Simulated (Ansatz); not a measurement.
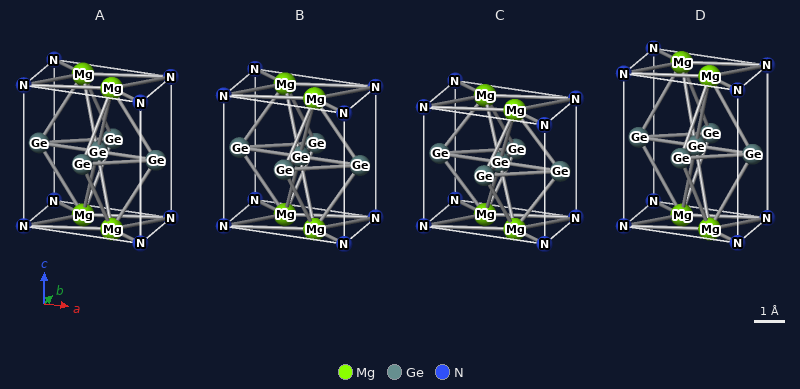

4 geometries from one relaxation of crystalline Mg2Ge3N (a generated structure, set up in P6/mmm) (coarse preliminary run), in shuffled order. Style: ball-and-stick. Shown: the cell of the calculation, slightly off an axis.

These are results of DFT PBE, scalar-relativistic, plane waves, PAW in Ansatz 0.2.0, not measurements. Settings: plane-wave cutoff 420 eV; k-point mesh 6 × 6 × 4; occupations gaussian; smearing width 0.1 eV; no spin polarisation; cell and atoms relaxed; force threshold 0.04 eV/Å; at most 70 steps.

> Put them in the order of the run, from the start to the converged end.

C, B, A, D. They are steps 0, 2, 4, 9, at +247 meV per atom, +69.7 meV per atom, +26.0 meV per atom relative to the last. The atoms keep their places relative to the cell (all moves are under 0.005 Å). Cell: a = b 5.405 → 5.098 Å (−5.7 %), c 4.059 → 5.208 Å (+28.3 %). Volume +14.1 %. Near-neighbour distances that change, for instance: Ge–Mg 2.560 → 2.991 Å, Mg–N 3.121 → 2.943 Å, Ge–Ge 2.703 → 2.549 Å. Bond angles that change, for instance: Ge–Mg–Ge 104.9° → 121.1°, Ge–Mg–Ge 144.5° → 151.5°. The space group stays P6/mmm (No. 191). After 7 accepted moves (9 points after the start) the energy has fallen by 247 meV per atom. All forces vanish by symmetry, so only the cell relaxes. Pressure: 12.11 GPa at the start and −0.22 GPa at the end. At 2 points the geometry stayed and the basis and grid were re-selected for the new cell (energy shift of 14.9 meV per atom at most each time). The run took 2.2 min on 1 thread of Intel(R) Xeon(R) Processor @ 2.50GHz (Skylake/Cascade Lake), on a shared host, peak memory 0.45 GiB.

Limits of the set-up: the k-point mesh is coarse for a cell with partly filled bands.
